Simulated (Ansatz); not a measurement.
Mo: geometry relaxation (part 1 of 2)

The run: geometry relaxation of Mo (slab, 13 atoms in the cell). Method and program: DFT PBEsol, scalar-relativistic, plane waves, PAW, no spin polarisation (Ansatz 0.2.0).

The structure derives from an entry of the Crystallography Open Database. The input holds or restrains some coordinates. Forces given for the steps count only the free coordinates. It belongs to a series of runs on one base structure; here: clean surface, atoms relaxed.

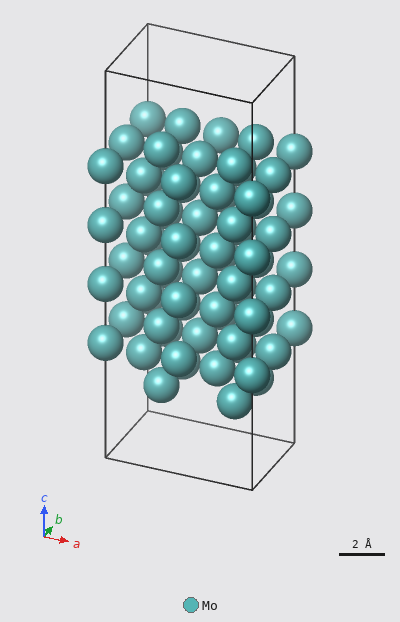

Figure 1. The starting structure (spheres-only view of the 2 × 2 repeat of the cell, with the vacuum cut short, seen slightly off an axis). An atom can appear more than once, as a periodic image.

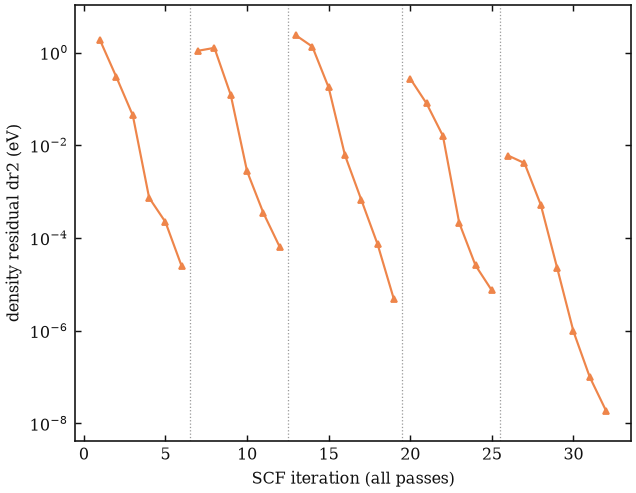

Figure 2. Convergence of the self-consistent field: density residual dr2 against the SCF iteration. The dotted lines part the SCF passes of the relaxation: geometry steps, rejected trials and re-solves on a re-selected basis. The 5 passes take 6 to 7 iterations each, 32 in all.

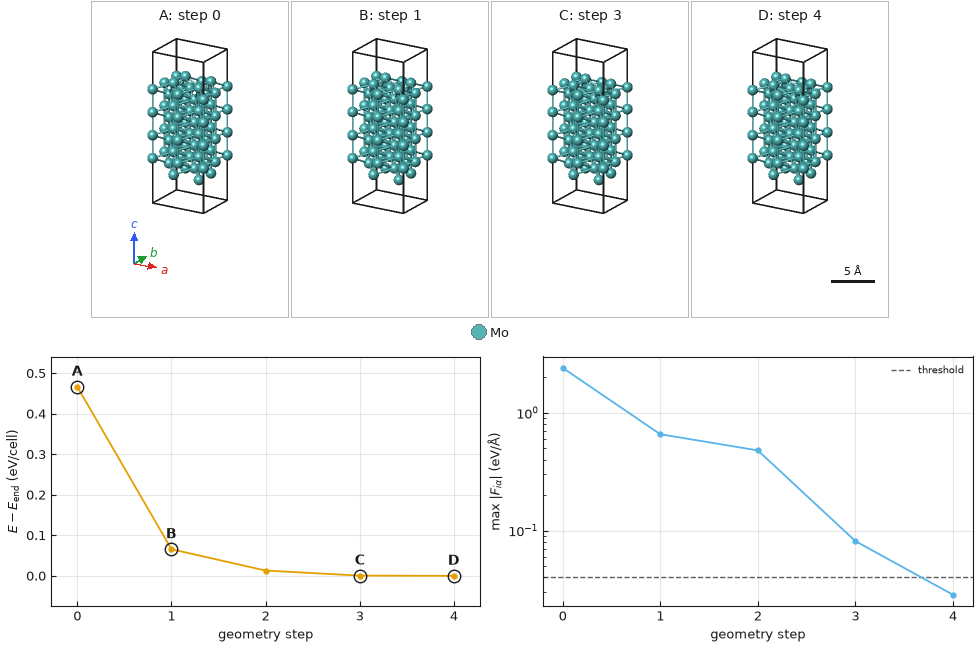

Figure 3. Frames of the restrained relaxation (ball-and-stick view of the 2 × 2 repeat of the cell, with the vacuum cut short, seen slightly off an axis) above the curves, on which the letters mark them (the first geometry is step 0 here and step 1 in the log).

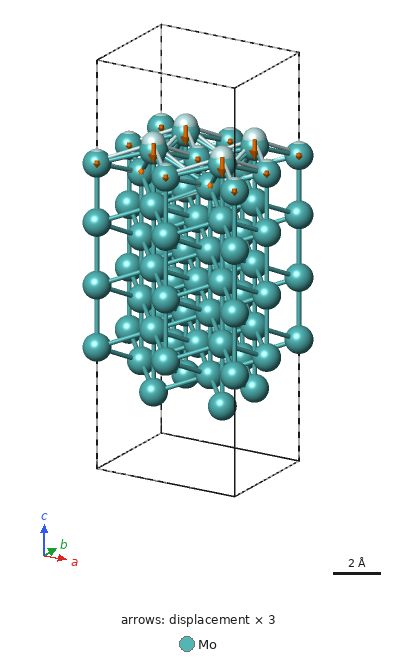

Figure 4. Start (faint) and end (solid) with the displacements as orange arrows, magnified 3 times (ball-and-stick view of the 2 × 2 repeat of the cell, with the vacuum cut short, seen slightly off an axis). Over 4 geometry steps the energy falls by 0.467 eV per cell of the calculation. Largest force component: 2.4 eV/Å at the start, 0.029 eV/Å at the end. The largest move is that of Mo13, 0.30 Å. The cell stays as it was. Among the contacts that change: Mo10–Mo13 2.721 → 2.442 Å, Mo11–Mo13 3.142 → 2.932 Å, Mo9–Mo12 2.721 → 2.591 Å, Mo8–Mo11 2.721 → 2.821 Å. (Atoms are counted from 1 in the order of the input.)

The input that produced these results follows, with the program's output.

### Input
```yaml
crystal:
  lattice:
    - [4.44345901, 0.0, 0.0]
    - [-2.22172951, 3.84814839, 0.0]
    - [0.0, 0.0, 30.8842070626]
  atoms:
    - { symbol: Mo, position: [0.66666667, 0.33333333, 0.323790084] }
    - { symbol: Mo, position: [0.33333333, 0.66666667, 0.3531584034] }
    - { symbol: Mo, position: [0.0, 0.0, 0.3825267227] }
    - { symbol: Mo, position: [0.66666667, 0.33333333, 0.411895042] }
    - { symbol: Mo, position: [0.33333333, 0.66666667, 0.4412633613] }
    - { symbol: Mo, position: [0.0, 0.0, 0.4706316807] }
    - { symbol: Mo, position: [0.66666667, 0.33333333, 0.5] }
    - { symbol: Mo, position: [0.33333333, 0.66666667, 0.5293683193] }
    - { symbol: Mo, position: [0.0, 0.0, 0.5587366387] }
    - { symbol: Mo, position: [0.66666667, 0.33333333, 0.588104958] }
    - { symbol: Mo, position: [0.33333333, 0.66666667, 0.6174732773] }
    - { symbol: Mo, position: [0.0, 0.0, 0.6468415966] }
    - { symbol: Mo, position: [0.66666667, 0.33333333, 0.676209916] }
basis:
  ecutwfc: 420.0
  fft_grid_basis: typed
kpoints:
  mp_grid: { grid: [9, 9, 1] }
hamiltonian:
  xc: pbesol
  pseudopotentials: { kind: paw }
scf:
  occupations: { method: gaussian, width: 0.1 }
output:
  forces: true
  eigenvalues: true
efield:
  axis: 3
  dipole_correction: true
  ramp_width: 0.04
relax:
  adjacent_minimum: "off"
  f_tol: 0.04
  max_steps: 40
  constraints: [{ sites: [0, 1, 2, 3, 4, 5] }]
```

Launched with:
```bash
ansatz run input.yaml --threads 2 --pin off --max-ram 4423MiB --backend cpu --events-out ev --progress --plain --runs-dir out
```

### What the program printed
```
Engine: ansatz 0.2.0, aarch64-unknown-linux-gnu
Pseudopotentials: kind: paw
Pseudopotential: Mo, paw, valence charge 14, recommended cutoff 420 eV (normal), Mo.paw.azcp
Functional definition: PBEsol
  exchange = pbesol_x
  correlation = pbesol_c
Crystal: 13 atoms, lattice volume = 528.092 Å³
Basis set: ecut = 420 eV, 10381 PW (Γ), exchange–correlation on 60×60×432 points (8 copies of the dense FFT grid, shifted against one another)
Bands: 110, of which v1, the nominal top of the filled ones, is band 91 counted from 1 (90 counted from 0)
Symmetry: 6 space group operations
k-points: 12 of 81 (time reversal used)
Non-local potential: Mo, projectors of the file, l = 0: 3, l = 1: 2, l = 2: 2, l = 3: 1
PAW form: soft (Blöchl's): semilocal exchange-correlation on the pseudo side does not see the compensation charge
PAW frozen core: Mo, regenerated for the run's functional, and the local potential with it (the file was generated under x = pbe(κ = 0.804, μ = 0.2195149727645171), c = pbe(β = 0.06672455060314922))
PAW one-centre angular grid: Mo, 590 points (default); XC on 64 Gauss nodes
Initial density: superposition of atomic densities (neutral atoms: chi_scale 0, normalization atom), corrected by the library's trained network
Initial wavefunctions: pseudopotential atomic-orbital guess
Functional: x = pbesol(κ = 0.804, μ = 0.12345679012345678), c = pbesol(β = 0.046)
SCF iter   1: F=—  HF=-63659.135114 eV  |F-HF|=—  |Δ(HF+E_count)|=         —  Δρ=7.11e-3  dr2=1.82e0  ethr=1.77e-3  p=0.000 e·Å  D=3.33e-13 V/Å  ΔV_dip=-0.00 eV  dr2_dipole=2.23e-8  V_vac-E_F(+/−)=3.74/3.74 eV  ⟨swp⟩=8.9  Hψ=6366  notcnv=0
efield: sawtooth ramp at fractional position 0.9800 (placed from the atoms, in the widest stretch of the axis that holds none; the zero of the levels goes with the place), width 0.0400; the density the first Hamiltonian is built on has a dipole p = 0.000 e·Å; the dipole correction subtracts the counter field D = 3.33e-13 V/Å, which shifts the + side's vacuum level by -0.00 eV against the − side's; the planar-averaged density in the ramp window peaks in size at 2.6e-6 e/Å³
preconditioner: auto → LDOS  [metal: Δε(μ)=0.007 eV  Ē_g=3.849 eV  σ=0.100 eV  W_gap=0.04  n_scr=112 (ndim 8)  ℏωp=14.3 eV  f_vac=0.549  D(μ)=10.94/eV (n_scr^D=84)  β→1.0]
SCF iter   2: F=—  HF=-63659.104309 eV  |F-HF|=—  |Δ(HF+E_count)|=   3.08e-2  Δρ=4.91e-3  dr2=2.92e-1  ethr=9.98e-4  p=-0.000 e·Å  D=-2.60e-6 V/Å  ΔV_dip=0.00 eV  dr2_dipole=3.53e-8  V_vac-E_F(+/−)=3.72/3.72 eV  ⟨swp⟩=2.0  Hψ=1659  notcnv=0  defer=107
SCF iter   3: F=—  HF=-63659.079136 eV  |F-HF|=—  |Δ(HF+E_count)|=   2.52e-2  Δρ=1.93e-3  dr2=4.41e-2  ethr=1.61e-4  p=-0.000 e·Å  D=-1.18e-6 V/Å  ΔV_dip=0.00 eV  dr2_dipole=3.74e-10  V_vac-E_F(+/−)=3.72/3.72 eV  ⟨swp⟩=2.0  Hψ=1784  notcnv=0  defer=107
SCF iter   4: F=—  HF=-63659.075041 eV  |F-HF|=—  |Δ(HF+E_count)|=   4.10e-3  Δρ=2.21e-4  dr2=7.37e-4  ethr=2.43e-5  p=-0.000 e·Å  D=-8.93e-7 V/Å  ΔV_dip=0.00 eV  dr2_dipole=1.08e-9  V_vac-E_F(+/−)=3.72/3.72 eV  ⟨swp⟩=2.3  Hψ=1674  notcnv=0  defer=107
SCF iter   5: F=—  HF=-63659.076183 eV  |F-HF|=—  |Δ(HF+E_count)|=   1.14e-3  Δρ=1.31e-4  dr2=2.21e-4  ethr=4.05e-7  p=-0.000 e·Å  D=-3.87e-7 V/Å  ΔV_dip=0.00 eV  dr2_dipole=1.16e-10  V_vac-E_F(+/−)=3.72/3.72 eV  ⟨swp⟩=3.0  Hψ=2102  notcnv=0  defer=19
SCF iter   6: F=-63659.076166 eV  HF=-63659.076179 eV  |F-HF|=1.28e-5  |Δ(HF+E_count)|=   4.83e-6  Δρ=5.09e-5  dr2=2.43e-5  ethr=2.20e-8  p=-0.000 e·Å  D=-1.86e-7 V/Å  ΔV_dip=0.00 eV  dr2_dipole=5.96e-11  V_vac-E_F(+/−)=3.72/3.72 eV  ⟨swp⟩=12.4  Hψ=6633  notcnv=0
SCF 1 converged in 6 iterations: F = -63659.076166 eV  dr2 = 2.43e-5
  greatest PAW one-centre occupation: 0.999 electrons in one spin orbital (limit 2), on the Mo atom at site 1 (counted from 0), in its partial waves of l = 0
relax step   1: F+E_penalty+E_count = -63659.07616583 eV  Δ(F+E_penalty+E_count) = +0.000e0 eV  max|allowed force component| = 2.413e0 eV/Å  Δτ_max = 0.0000 Å  (6 SCF iters, dr2 threshold 4.00e-5 eV, accepted)
Initial density: handed on by an earlier stage of this run
Initial wavefunctions: those handed on with the density
iter 1 solved again at ethr=4.48e-4 eV; its pass at ethr=3.10e-3 eV (dr2=8.15e-1 eV) is discarded
SCF iter   1: F=—  HF=-63659.555380 eV  |F-HF|=—  |Δ(HF+E_count)|=         —  Δρ=9.42e-3  dr2=1.09e0  ethr=4.48e-4  p=-0.000 e·Å  D=-4.76e-8 V/Å  ΔV_dip=0.00 eV  dr2_dipole=1.50e-1  V_vac-E_F(+/−)=3.74/3.74 eV  ⟨swp⟩=1.5  Hψ=4044  notcnv=0  defer=122
efield: sawtooth ramp at fractional position 0.9800 (handed on by an earlier solve), width 0.0400; the density the first Hamiltonian is built on has a dipole p = -0.000 e·Å; the dipole correction subtracts the counter field D = -4.76e-8 V/Å, which shifts the + side's vacuum level by +0.00 eV against the − side's; the planar-averaged density in the ramp window peaks in size at 4.6e-6 e/Å³
eigensolver tolerance schedule calibrated: the retry pair's looser diagonalisation under-reported the residual by θ = 0.25 (0.30/decade); ethr = c·dr2/N_el runs at the constant in force after the calibration composes with the one it found (an armed cap, an earlier calibration), c = 1.1e-2
preconditioner: auto → LDOS  [metal: Δε(μ)=0.009 eV  Ē_g=3.912 eV  σ=0.100 eV  W_gap=0.05  n_scr=112 (ndim 8)  ℏωp=14.3 eV  f_vac=0.554  D(μ)=9.50/eV (n_scr^D=58)  β→1.0]
SCF iter   2: F=—  HF=-63659.580807 eV  |F-HF|=—  |Δ(HF+E_count)|=   2.54e-2  Δρ=8.68e-3  dr2=1.26e0  ethr=6.58e-5  p=-0.013 e·Å  D=-4.54e-3 V/Å  ΔV_dip=0.14 eV  dr2_dipole=4.06e-2  V_vac-E_F(+/−)=3.82/3.68 eV  ⟨swp⟩=3.9  Hψ=2787  notcnv=0  defer=122
SCF iter   3: F=—  HF=-63659.485312 eV  |F-HF|=—  |Δ(HF+E_count)|=   9.55e-2  Δρ=3.02e-3  dr2=1.22e-1  ethr=6.58e-5  p=-0.018 e·Å  D=-6.06e-3 V/Å  ΔV_dip=0.19 eV  dr2_dipole=8.91e-3  V_vac-E_F(+/−)=3.89/3.70 eV  ⟨swp⟩=2.9  Hψ=2384  notcnv=0  defer=119
SCF iter   4: F=—  HF=-63659.476898 eV  |F-HF|=—  |Δ(HF+E_count)|=   8.41e-3  Δρ=4.92e-4  dr2=2.76e-3  ethr=7.32e-6  p=-0.024 e·Å  D=-8.09e-3 V/Å  ΔV_dip=0.25 eV  dr2_dipole=1.93e-8  V_vac-E_F(+/−)=3.94/3.69 eV  ⟨swp⟩=3.2  Hψ=2702  notcnv=0  defer=111
SCF iter   5: F=—  HF=-63659.477044 eV  |F-HF|=—  |Δ(HF+E_count)|=   1.46e-4  Δρ=1.72e-4  dr2=3.47e-4  ethr=1.66e-7  p=-0.026 e·Å  D=-9.01e-3 V/Å  ΔV_dip=0.28 eV  dr2_dipole=2.54e-5  V_vac-E_F(+/−)=3.97/3.69 eV  ⟨swp⟩=3.0  Hψ=2691  notcnv=0  defer=111
SCF iter   6: F=-63659.477108 eV  HF=-63659.477129 eV  |F-HF|=2.09e-5  |Δ(HF+E_count)|=   8.49e-5  Δρ=7.14e-5  dr2=6.43e-5  ethr=6.02e-9  p=-0.029 e·Å  D=-9.79e-3 V/Å  ΔV_dip=0.30 eV  dr2_dipole=6.34e-7  V_vac-E_F(+/−)=3.99/3.68 eV  ⟨swp⟩=12.4  Hψ=7159  notcnv=0
SCF 2 converged in 6 iterations: F = -63659.477108 eV  dr2 = 6.43e-5
  greatest PAW one-centre occupation: 0.999 electrons in one spin orbital (limit 2), on the Mo atom at site 12 (counted from 0), in its partial waves of l = 0
relax step   2: F+E_penalty+E_count = -63659.47710775 eV  Δ(F+E_penalty+E_count) = -4.009e-1 eV  max|allowed force component| = 6.582e-1 eV/Å  Δτ_max = 0.1950 Å  (6 SCF iters, dr2 threshold 1.00e-4 eV, accepted)
iter 1 solved again at ethr=1.50e-3 eV; its pass at ethr=3.10e-3 eV (dr2=2.73e0 eV) is discarded
SCF iter   1: F=—  HF=-63659.668849 eV  |F-HF|=—  |Δ(HF+E_count)|=         —  Δρ=1.18e-2  dr2=2.34e0  ethr=1.50e-3  p=-0.029 e·Å  D=-9.79e-3 V/Å  ΔV_dip=0.30 eV  dr2_dipole=1.94e-1  V_vac-E_F(+/−)=4.00/3.70 eV  ⟨swp⟩=1.0  Hψ=4044  notcnv=0  defer=107
efield: sawtooth ramp at fractional position 0.9800 (handed on by an earlier solve), width 0.0400; the density the first Hamiltonian is built on has a dipole p = -0.029 e·Å; the dipole correction subtracts the counter field D = -9.79e-3 V/Å, which shifts the + side's vacuum level by +0.30 eV against the − side's; the planar-averaged density in the ramp window peaks in size at 6.6e-6 e/Å³
preconditioner: auto → LDOS  [metal: Δε(μ)=0.037 eV  Ē_g=3.972 eV  σ=0.100 eV  W_gap=0.20  n_scr=112 (ndim 8)  ℏωp=14.3 eV  f_vac=0.558  D(μ)=9.65/eV (n_scr^D=58)  β→1.0]
SCF iter   2: F=—  HF=-63659.624224 eV  |F-HF|=—  |Δ(HF+E_count)|=   4.46e-2  Δρ=7.65e-3  dr2=1.34e0  ethr=1.29e-3  p=-0.010 e·Å  D=-3.51e-3 V/Å  ΔV_dip=0.11 eV  dr2_dipole=5.42e-2  V_vac-E_F(+/−)=3.81/3.70 eV  ⟨swp⟩=3.8  Hψ=2155  notcnv=0  defer=107
SCF iter   3: F=—  HF=-63659.544190 eV  |F-HF|=—  |Δ(HF+E_count)|=   8.00e-2  Δρ=3.19e-3  dr2=1.76e-1  ethr=7.35e-4  p=-0.031 e·Å  D=-1.06e-2 V/Å  ΔV_dip=0.33 eV  dr2_dipole=6.51e-3  V_vac-E_F(+/−)=4.03/3.70 eV  ⟨swp⟩=2.8  Hψ=1852  notcnv=0  defer=107
SCF iter   4: F=—  HF=-63659.529113 eV  |F-HF|=—  |Δ(HF+E_count)|=   1.51e-2  Δρ=7.00e-4  dr2=6.09e-3  ethr=9.66e-5  p=-0.030 e·Å  D=-1.03e-2 V/Å  ΔV_dip=0.32 eV  dr2_dipole=7.57e-5  V_vac-E_F(+/−)=4.02/3.70 eV  ⟨swp⟩=2.2  Hψ=1893  notcnv=0  defer=108
SCF iter   5: F=—  HF=-63659.529723 eV  |F-HF|=—  |Δ(HF+E_count)|=   6.10e-4  Δρ=1.98e-4  dr2=6.66e-4  ethr=3.35e-6  p=-0.031 e·Å  D=-1.05e-2 V/Å  ΔV_dip=0.32 eV  dr2_dipole=8.91e-5  V_vac-E_F(+/−)=4.02/3.70 eV  ⟨swp⟩=2.6  Hψ=1855  notcnv=0  defer=108
SCF iter   6: F=—  HF=-63659.529712 eV  |F-HF|=—  |Δ(HF+E_count)|=   1.12e-5  Δρ=8.10e-5  dr2=7.30e-5  ethr=3.66e-7  p=-0.031 e·Å  D=-1.08e-2 V/Å  ΔV_dip=0.33 eV  dr2_dipole=1.44e-6  V_vac-E_F(+/−)=4.03/3.70 eV  ⟨swp⟩=2.6  Hψ=2058  notcnv=0  defer=108
SCF iter   7: F=-63659.529735 eV  HF=-63659.529735 eV  |F-HF|=8.22e-7  |Δ(HF+E_count)|=   2.35e-5  Δρ=2.15e-5  dr2=4.75e-6  ethr=1.49e-8  p=-0.032 e·Å  D=-1.10e-2 V/Å  ΔV_dip=0.34 eV  dr2_dipole=8.74e-7  V_vac-E_F(+/−)=4.03/3.70 eV  ⟨swp⟩=14.3  Hψ=6556  notcnv=0
SCF 3 converged in 7 iterations: F = -63659.529735 eV  dr2 = 4.75e-6
relax step   3: F+E_penalty+E_count = -63659.52973455 eV  Δ(F+E_penalty+E_count) = -5.263e-2 eV  max|allowed force component| = 4.799e-1 eV/Å  Δτ_max = 0.1525 Å  (7 SCF iters, dr2 threshold 2.71e-5 eV, accepted)
SCF iter   1: F=—  HF=-63659.554396 eV  |F-HF|=—  |Δ(HF+E_count)|=         —  Δρ=3.81e-3  dr2=2.73e-1  ethr=1.58e-3  p=-0.032 e·Å  D=-1.10e-2 V/Å  ΔV_dip=0.34 eV  dr2_dipole=2.90e-2  V_vac-E_F(+/−)=4.04/3.70 eV  ⟨swp⟩=2.7  Hψ=1927  notcnv=0  defer=110
efield: sawtooth ramp at fractional position 0.9800 (handed on by an earlier solve), width 0.0400; the density the first Hamiltonian is built on has a dipole p = -0.032 e·Å; the dipole correction subtracts the counter field D = -1.10e-2 V/Å, which shifts the + side's vacuum level by +0.34 eV against the − side's; the planar-averaged density in the ramp window peaks in size at 7.1e-6 e/Å³
preconditioner: auto → LDOS  [metal: Δε(μ)=0.021 eV  Ē_g=3.937 eV  σ=0.100 eV  W_gap=0.12  n_scr=112 (ndim 8)  ℏωp=14.3 eV  f_vac=0.556  D(μ)=10.10/eV (n_scr^D=72)  β→1.0]
SCF iter   2: F=—  HF=-63659.546824 eV  |F-HF|=—  |Δ(HF+E_count)|=   7.57e-3  Δρ=1.86e-3  dr2=7.97e-2  ethr=1.50e-4  p=-0.038 e·Å  D=-1.30e-2 V/Å  ΔV_dip=0.40 eV  dr2_dipole=1.43e-4  V_vac-E_F(+/−)=4.10/3.70 eV  ⟨swp⟩=1.8  Hψ=1587  notcnv=0  defer=113
SCF iter   3: F=—  HF=-63659.542247 eV  |F-HF|=—  |Δ(HF+E_count)|=   4.58e-3  Δρ=8.30e-4  dr2=1.60e-2  ethr=4.38e-5  p=-0.034 e·Å  D=-1.16e-2 V/Å  ΔV_dip=0.36 eV  dr2_dipole=1.96e-3  V_vac-E_F(+/−)=4.05/3.69 eV  ⟨swp⟩=2.2  Hψ=1687  notcnv=0  defer=113
SCF iter   4: F=—  HF=-63659.542285 eV  |F-HF|=—  |Δ(HF+E_count)|=   3.78e-5  Δρ=1.34e-4  dr2=2.12e-4  ethr=8.79e-6  p=-0.035 e·Å  D=-1.20e-2 V/Å  ΔV_dip=0.37 eV  dr2_dipole=6.77e-6  V_vac-E_F(+/−)=4.06/3.69 eV  ⟨swp⟩=2.0  Hψ=1776  notcnv=0  defer=111
SCF iter   5: F=—  HF=-63659.542214 eV  |F-HF|=—  |Δ(HF+E_count)|=   7.06e-5  Δρ=4.74e-5  dr2=2.56e-5  ethr=1.16e-7  p=-0.035 e·Å  D=-1.19e-2 V/Å  ΔV_dip=0.37 eV  dr2_dipole=1.06e-6  V_vac-E_F(+/−)=4.06/3.69 eV  ⟨swp⟩=3.0  Hψ=2599  notcnv=0  defer=111
SCF iter   6: F=-63659.542209 eV  HF=-63659.542215 eV  |F-HF|=6.23e-6  |Δ(HF+E_count)|=   9.15e-7  Δρ=1.95e-5  dr2=7.38e-6  ethr=9.42e-9  p=-0.035 e·Å  D=-1.19e-2 V/Å  ΔV_dip=0.37 eV  dr2_dipole=1.21e-6  V_vac-E_F(+/−)=4.06/3.69 eV  ⟨swp⟩=12.0  Hψ=5766  notcnv=0
SCF 4 converged in 6 iterations: F = -63659.542209 eV  dr2 = 7.38e-6
relax step   4: F+E_penalty+E_count = -63659.54220898 eV  Δ(F+E_penalty+E_count) = -1.247e-2 eV  max|allowed force component| = 8.137e-2 eV/Å  Δτ_max = 0.0605 Å  (6 SCF iters, dr2 threshold 1.71e-5 eV, accepted)
```
